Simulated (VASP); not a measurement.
# GaN: GW quasiparticle gap

How does the gap of GaN change from the starting functional to GW? The cell is of the wurtzite type, one of the forms listed for this formula. The start is a cell from a database of measured crystal structures.

Calculated with VASP 6.6.1; PBE; plane waves and PAW (Ga_d_GW, N_GW), in the first sound run; inputs show where later runs differ.

The experiments to compare with:

For GaN, wurtzite (bulk crystal), “Studying electronic properties in GaN without electrical contacts using γ-γ vs e−-γ Perturbed Angular Correlations” (2019, pmc:6823545) quotes earlier work: band gap (direct gap at Gamma, earlier experiment) 3.503 ± 0.005 eV [Cited literature value; temperature and sample not stated].

Most raw output is cut from this account.

The database entry behind the starting cell has ideal inner coordinates that were not refined, so it need not match the best structure at ambient conditions.

## Step 1: The starting structure

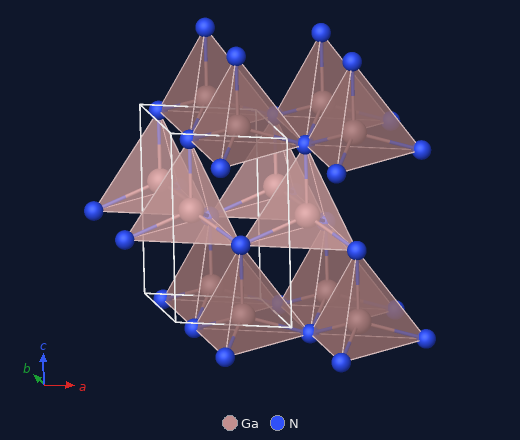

Start, viewed slightly off an axis; gallium pink, nitrogen blue. 2×2×1 cells are drawn. Some periodic images of atoms are drawn too.

Coordinates:

```xyz
4
Lattice="3.1900 0.0000 0.0000 -1.5950 2.7626 0.0000 0.0000 0.0000 5.1890" Properties=species:S:1:pos:R:3 pbc="T T T"
Ga    1.5950    0.9209    0.0000
Ga    0.0000    1.8417    2.5945
N     1.5950    0.9209    1.9459
N     0.0000    1.8417    4.5404
```

## Step 2: Ground state, k-mesh 3×3×2

The orbitals come from a self-consistent PBE run with a tight EDIFF and a narrow smearing. KPOINTS_OPT adds the bands along a path, which shows whether the mesh holds the band edges.

INCAR

```
SYSTEM = GaN
PREC = Accurate
ENCUT = 450
EDIFF = 1E-08
NELM = 100
ISMEAR = 0
SIGMA = 0.01
LREAL = .FALSE.
ALGO = Normal
GGA = PE
NBANDS = 24
LORBIT = 11
LWAVE = .TRUE.
LCHARG = .FALSE.
KPAR = 2
```

POSCAR

```
GaN
1.0
    3.1900000000      0.0000000000      0.0000000000
   -1.5950000000      2.7626210381      0.0000000000
    0.0000000000      0.0000000000      5.1890000000
Ga N
2 2
Direct
    0.6666666667      0.3333333333      0.0000000000
    0.3333333333      0.6666666667      0.5000000000
    0.6666666667      0.3333333333      0.3750000000
    0.3333333333      0.6666666667      0.8750000000
```

KPOINTS

```
Automatic mesh
0
Gamma
3 3 2
0 0 0
```

KPOINTS_OPT

```
Line mode
12
Line-mode
Reciprocal
  0.00000000   0.00000000   0.00000000 GAMMA
  0.50000000   0.00000000   0.00000000 M

  0.50000000   0.00000000   0.00000000 M
  0.33333333   0.33333333   0.00000000 K

  0.33333333   0.33333333   0.00000000 K
  0.00000000   0.00000000   0.00000000 GAMMA

  0.00000000   0.00000000   0.00000000 GAMMA
  0.00000000   0.00000000   0.50000000 A

  0.00000000   0.00000000   0.50000000 A
  0.50000000   0.00000000   0.50000000 L

  0.50000000   0.00000000   0.50000000 L
  0.33333333   0.33333333   0.50000000 H

  0.33333333   0.33333333   0.50000000 H
  0.00000000   0.00000000   0.50000000 A

  0.50000000   0.00000000   0.50000000 L
  0.50000000   0.00000000   0.00000000 M

  0.33333333   0.33333333   0.00000000 K
  0.33333333   0.33333333   0.50000000 H
```

PAW data sets: Ga_d_GW and N_GW (PBE family, release 64).

Run with:

```
$ mpirun -np 8 vasp_std
```

Wall time 20 s (8 MPI ranks of AMD EPYC 7R43, shared host); peak memory 0.77 GiB.

Numbers from this step:

| Property | Result |
| --- | --- |
| free energy (TOTEN) | -23.98 eV |
| Fermi energy | 5.308 eV |
| pressure | 3.788 GPa |
| least gap on mesh and path | 1.860 eV |
| least direct gap on mesh and path | 1.860 eV |

The highest empty bands on the path are converged less tightly, to about 0.1 eV. The electronic bands at the labelled points (eV, zero at the valence-band top; v1 is the highest filled band, c1 the lowest empty one):

| point | v4 | v3 | v2 | v1 | c1 | c2 | c3 | c4 |
| --- | --- | --- | --- | --- | --- | --- | --- | --- |
| Γ | -1.05 | -0.07 | 0.00 | 0.00 | 1.86 | 4.18 | 9.17 | 9.78 |
| M | -4.26 | -2.76 | -2.26 | -0.99 | 4.98 | 5.49 | 5.99 | 8.56 |
| K | -5.31 | -3.04 | -3.04 | -2.71 | 5.05 | 7.76 | 7.76 | 8.38 |
| Γ | -1.05 | -0.07 | 0.00 | 0.00 | 1.86 | 4.18 | 9.17 | 9.78 |
| A | -0.54 | -0.54 | -0.54 | -0.54 | 4.19 | 4.19 | 8.42 | 8.42 |
| L | -1.95 | -1.95 | -1.93 | -1.93 | 4.32 | 4.32 | 7.70 | 7.70 |
| H | -4.21 | -4.21 | -1.51 | -1.51 | 6.35 | 6.35 | 7.26 | 7.26 |
| A | -0.54 | -0.54 | -0.54 | -0.54 | 4.19 | 4.19 | 8.42 | 8.42 |
| jump to L | -1.95 | -1.95 | -1.93 | -1.93 | 4.32 | 4.32 | 7.70 | 7.70 |
| M | -4.26 | -2.76 | -2.26 | -0.99 | 4.98 | 5.49 | 5.99 | 8.56 |
| jump to K | -5.31 | -3.04 | -3.04 | -2.71 | 5.05 | 7.76 | 7.76 | 8.38 |
| H | -4.21 | -4.21 | -1.51 | -1.51 | 6.35 | 6.35 | 7.26 | 7.26 |

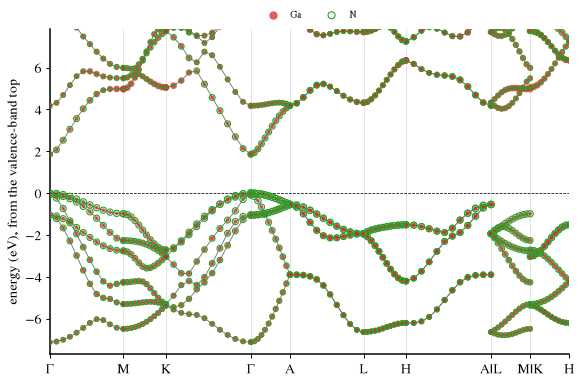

Electronic bands along the path; dots are coloured as in the legend, and their area grows with the weight.

The cell has a gap of 1.86 eV on mesh and path and a pressure of +3.8 GPa, which holds the misfit of the given cell and coordinates with this functional, and any error of cutoff, mesh and data sets. Spin-orbit coupling is left out, which can shift or reorder these edges. Forces of up to 0.10 eV/Å remain in these settings.

## Step 3: Empty bands, k-mesh 3×3×2

The next step needs empty bands that the ground-state run didn't converge, so the Hamiltonian is diagonalised exactly for NBANDS bands, in a single step. LOPTICS writes the k-derivatives of the orbitals (WAVEDER), which give the long-wavelength limit of the screening.

INCAR

```
SYSTEM = GaN
PREC = Accurate
ENCUT = 450
ISMEAR = 0
SIGMA = 0.01
LREAL = .FALSE.
GGA = PE
NBANDS = 104
ALGO = Exact
NELM = 1
LWAVE = .TRUE.
LCHARG = .FALSE.
LOPTICS = .TRUE.
NEDOS = 1000
CSHIFT = 0.1
```

POSCAR is that of step 2.

KPOINTS is that of step 2.

Run with:

```
$ mpirun -np 8 vasp_std
```

Run time: 6.8 s. Hardware: 8 MPI ranks; peak memory 0.88 GiB.

WAVECAR now holds 104 bands for 36 electrons. Its independent-particle dielectric tensor has xx, yy, zz = 12.1, 12.1, 10.0 on this mesh, which isn't tested for convergence in mesh or bands and lacks local fields.

## Step 4: G0W0, k-mesh 3×3×2

This step: G0W0 on PBE; plane waves and PAW (Ga_d_GW, N_GW) (VASP 6.6.1).

One pass of GW corrects the levels to first order, with G and W from the starting orbitals.

INCAR

```
SYSTEM = GaN
PREC = Accurate
ENCUT = 450
ISMEAR = 0
SIGMA = 0.01
LREAL = .FALSE.
GGA = PE
NBANDS = 104
ALGO = EVGW0
NELMGW = 1
ENCUTGW = 100
NOMEGA = 48
PRECFOCK = Fast
NBANDSGW = 32
LWAVE = .FALSE.
LCHARG = .FALSE.
```

POSCAR is that of step 3.

KPOINTS is that of step 3.

Run with:

```
$ mpirun -np 8 vasp_std
```

Elapsed: 19 s, on 8 MPI ranks; peak memory 0.77 GiB; 2.4 min of CPU time.

This step gave:

```
quasiparticle gap on the mesh                 : 2.873 eV
smallest direct quasiparticle gap on the mesh : 2.873 eV
gap of the starting orbitals on the mesh      : 1.860 eV
```

GW takes the gap from 1.860 to 2.873 eV. Spin-orbit coupling is left out. The value holds for 104 bands, ENCUTGW = 100 eV and this mesh, and isn't shown to be converged in them.

## Step 5: Ground state, k-mesh 3×3×4

This step: PBE; plane waves and PAW (Ga_d_GW, N_GW) (VASP 6.6.1).

Many-body steps start from the orbitals of a self-consistent run, here PBE. A small SIGMA keeps every occupation at zero or full.

INCAR

```
SYSTEM = GaN
PREC = Accurate
ENCUT = 450
EDIFF = 1E-08
NELM = 100
ISMEAR = 0
SIGMA = 0.01
LREAL = .FALSE.
ALGO = Normal
GGA = PE
NBANDS = 24
LORBIT = 11
LWAVE = .TRUE.
LCHARG = .FALSE.
KPAR = 4
```

POSCAR is that of step 4.

KPOINTS

```
Automatic mesh
0
Gamma
3 3 4
0 0 0
```

Run with:

```
$ mpirun -np 8 vasp_std
```

Wall time 5.8 s (8 MPI ranks); peak memory 0.89 GiB; 40 s of CPU time.

The gap is read on the k-mesh alone, so it is an upper bound where the band edges lie off the mesh.

A gap read on the k-mesh alone can miss the band edges.

The cell has a gap of 1.86 eV on this mesh and a pressure of +4.0 GPa, which holds the misfit of the given cell and coordinates with this functional, and any error of cutoff, mesh and data sets. Spin-orbit coupling is left out, which can shift or reorder these edges. Forces of up to 0.11 eV/Å remain in these settings.

## Step 6: Empty bands, k-mesh 3×3×4

The empty bands are made again, for the run that follows.

INCAR

```
SYSTEM = GaN
PREC = Accurate
ENCUT = 450
ISMEAR = 0
SIGMA = 0.01
LREAL = .FALSE.
GGA = PE
NBANDS = 104
ALGO = Exact
NELM = 1
LWAVE = .TRUE.
LCHARG = .FALSE.
LOPTICS = .TRUE.
NEDOS = 1000
CSHIFT = 0.1
```

POSCAR is that of step 5.

KPOINTS is that of step 5.

Run with:

```
$ mpirun -np 8 vasp_std
```

The job ended after 10 s (8 MPI ranks; peak memory 0.95 GiB).

## Step 7: G0W0, k-mesh 3×3×4

This step: G0W0 on PBE; plane waves and PAW (Ga_d_GW, N_GW) (VASP 6.6.1).

The mesh goes to 3×3×4.

INCAR

```
SYSTEM = GaN
PREC = Accurate
ENCUT = 450
ISMEAR = 0
SIGMA = 0.01
LREAL = .FALSE.
GGA = PE
NBANDS = 104
ALGO = EVGW0
NELMGW = 1
ENCUTGW = 100
NOMEGA = 48
PRECFOCK = Fast
NBANDSGW = 32
LWAVE = .FALSE.
LCHARG = .FALSE.
```

POSCAR is that of step 6.

KPOINTS is that of step 6.

Run with:

```
$ mpirun -np 8 vasp_std
```

The job ended after 68 s (8 MPI ranks; peak memory 0.88 GiB; 8.6 min of CPU time).

The gap is now 2.899 eV, +26 meV against the GW run before. The band edges change places after GW: the least gap now runs from band 16 at Γ to band 19 at Γ, while the states that bound the starting gap (band 17 at Γ, band 19 at Γ) lie 2.954 eV apart. Spin-orbit coupling is left out.

## Step 8: Ground state, k-mesh 6×6×4

This step: PBE; plane waves and PAW (Ga_d_GW, N_GW) (VASP 6.6.1).

The orbitals come from a self-consistent PBE run. A small SIGMA keeps every occupation at zero or full.

INCAR

```
SYSTEM = GaN
PREC = Accurate
ENCUT = 450
EDIFF = 1E-08
NELM = 100
ISMEAR = 0
SIGMA = 0.01
LREAL = .FALSE.
ALGO = Normal
GGA = PE
NBANDS = 24
LORBIT = 11
LWAVE = .TRUE.
LCHARG = .FALSE.
KPAR = 8
```

POSCAR is that of step 7.

KPOINTS

```
Automatic mesh
0
Gamma
6 6 4
0 0 0
```

Run with:

```
$ mpirun -np 8 vasp_std
```

The job ended after 11 s (8 MPI ranks; peak memory 1 GiB).

The cell has a gap of 1.89 eV on this mesh and a pressure of +3.6 GPa, which holds the misfit of the given cell and coordinates with this functional, and any error of cutoff, mesh and data sets. Spin-orbit coupling is left out, which can shift or reorder these edges. Forces of up to 0.12 eV/Å remain in these settings.

## Step 9: Empty bands, k-mesh 6×6×4

INCAR

```
SYSTEM = GaN
PREC = Accurate
ENCUT = 450
ISMEAR = 0
SIGMA = 0.01
LREAL = .FALSE.
GGA = PE
NBANDS = 104
ALGO = Exact
NELM = 1
LWAVE = .TRUE.
LCHARG = .FALSE.
LOPTICS = .TRUE.
NEDOS = 1000
CSHIFT = 0.1
```

POSCAR is that of step 8.

KPOINTS is that of step 8.

Run with:

```
$ mpirun -np 8 vasp_std
```

Elapsed: 29 s, on 8 MPI ranks; peak memory 1.2 GiB; 3.6 min of CPU time.

## Step 10: G0W0, k-mesh 6×6×4

This step: G0W0 on PBE; plane waves and PAW (Ga_d_GW, N_GW) (VASP 6.6.1).

The mesh goes to 6×6×4.

INCAR

```
SYSTEM = GaN
PREC = Accurate
ENCUT = 450
ISMEAR = 0
SIGMA = 0.01
LREAL = .FALSE.
GGA = PE
NBANDS = 104
ALGO = EVGW0
NELMGW = 1
ENCUTGW = 100
NOMEGA = 48
PRECFOCK = Fast
NBANDSGW = 32
LWAVE = .FALSE.
LCHARG = .FALSE.
```

POSCAR is that of step 9.

KPOINTS is that of step 9.

Run with:

```
$ mpirun -np 8 vasp_std
```

Elapsed: 11 min, on 8 MPI ranks; peak memory 1.6 GiB.

The gap is now 3.034 eV, +135 meV against the GW run before. Spin-orbit coupling is left out.

## Step 11: Summary

This step: GW series: G0W0 on PBE; plane waves and PAW (VASP 6.6.1).

This step runs nothing: it gathers the runs above.

Cost is wall time times ranks on a shared host, with the step that makes the empty bands. GW runs:

```csv
level,bands,ENCUTGW (eV),NOMEGA,k mesh,starting gap (eV),quasiparticle gap (eV),direct gap (eV),cost (core minutes)
G0W0,104,100,48,3x3x2,1.86,2.873,2.873,3.47
G0W0,104,100,48,3x3x4,1.859,2.899,2.899,10.4
G0W0,104,100,48,6x6x4,1.894,3.034,3.034,89.36
```

## Step 12: What came out

```
G0W0 on PBE, 104 bands, ENCUTGW 100 eV, NOMEGA 48, mesh 6×6×4 : 1.894 → 3.034 eV
G0W0 on PBE, 104 bands, ENCUTGW 100 eV, NOMEGA 48, mesh 3×3×2 : 1.860 → 2.873 eV
```

G0W0 gives a quasiparticle gap of 3.034 eV on the mesh, 1.14 eV over the PBE gap on the same mesh. On mesh and path the starting valence top lies at Γ and the conduction bottom at Γ, so the starting gap is direct. Both points lie on the GW mesh. The steps of the series move the gap by +26, +135 meV; the last costs 8.6 times the one before. The last step lies outside a tolerance of 30 meV, picked for this account, and the last two together move the gap by +161 meV. Every mesh holds the starting band edges. Bands and response cutoff weren't varied. In the run G0W0 on PBE with 104 bands, ENCUTGW 100 eV and the 3×3×4 mesh, the band edges change places after GW: the least gap now runs from band 16 at Γ to band 19 at Γ, while the states that bound the starting gap (band 17 at Γ, band 19 at Γ) lie 2.954 eV apart. Its difference to runs where they don't change places compares unlike states. In Ga_d_GW the d shell is in the valence without all the semicore s and p states of the same shell; those stay frozen in the core, and how far that moves the GW gap wasn't tested here. Spin-orbit coupling is left out; with Ga in the cell it can split or shift band edges, by an amount that depends on which atoms form them and isn't tested here. The given cell is kept, although it stands at +3.8 GPa at PBE and ENCUT = 450 eV, which holds the mismatch of the given cell with this functional and any basis-set error. Not tabulated here, as repeats of values shown or as unfit to read for their mesh, reference level or band range: eps2 curves (empty bands); eps1 curves and static values (empty bands); gaps (empty bands).

Calculation against experiment:

| quantity | measured | PBE | G0W0 on PBE |
| --- | --- | --- | --- |
| band gap (direct gap) (eV) | 3.503 | 1.86 (-1.64 eV) | 3.03 (-0.47 eV) |

Measured values from pmc:6823545 (2019).

Verdict: The band gap is off by -0.47 eV at G0W0 on PBE: fair agreement. Zero-point and thermal motion shift the measured gap. No cell relaxation is part of this session.

[Lines on the potential files, build, host, timing and source positions are cut from VASP's logs without a mark.]

[Logs are printed without paths, hosts, clocks, repeated set-up lines and the standing remarks that a program may print on its own settings, such as how far it seeks lower states.]

[Hosts, paths, dates, database ids (printed as entryN), source tags and the programs' standing remarks are cut or masked in the printed files.]

[Pressures printed for these runs are not shown converged in the cutoff: they can be off by several GPa and have the wrong sign.]
